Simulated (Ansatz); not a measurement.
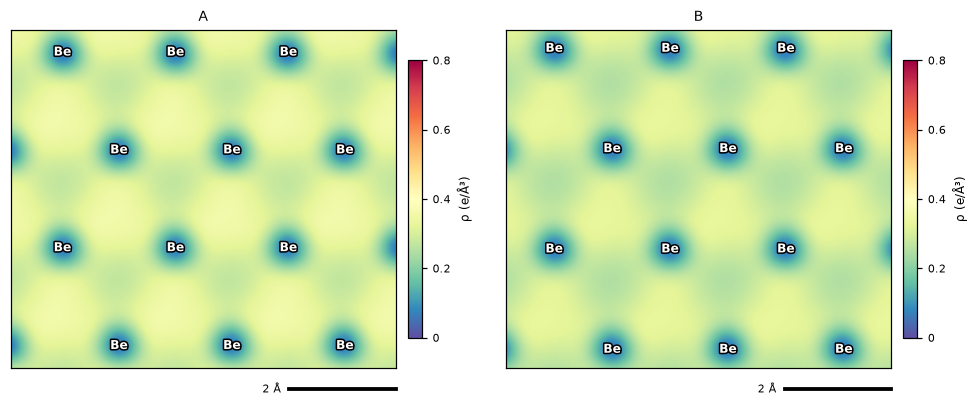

Be. The valence charge density (pseudo) of two cells that differ in size, on the (001) plane of each (indices in the axes of the calculation cell), at one length scale and on one colour scale; one has 6.6 and the other 7.1 Å³ an atom.

Method: DFT LDA+D3(BJ), scalar-relativistic, plane waves, PAW (Ansatz 0.2.0).

In a PAW calculation such maps are meaningful between the atoms, not at the nuclei.

Q: Which is the denser cell? Describe the effect of the change.

A: Panel A is the smaller cell, by 7 % in volume. From the larger cell to the smaller, Be–Be goes from 2.18 to 2.12 Å, and the density at its midpoint from 0.29 to 0.31 e/Å³; the pressure goes from 0.2 to 13 GPa.
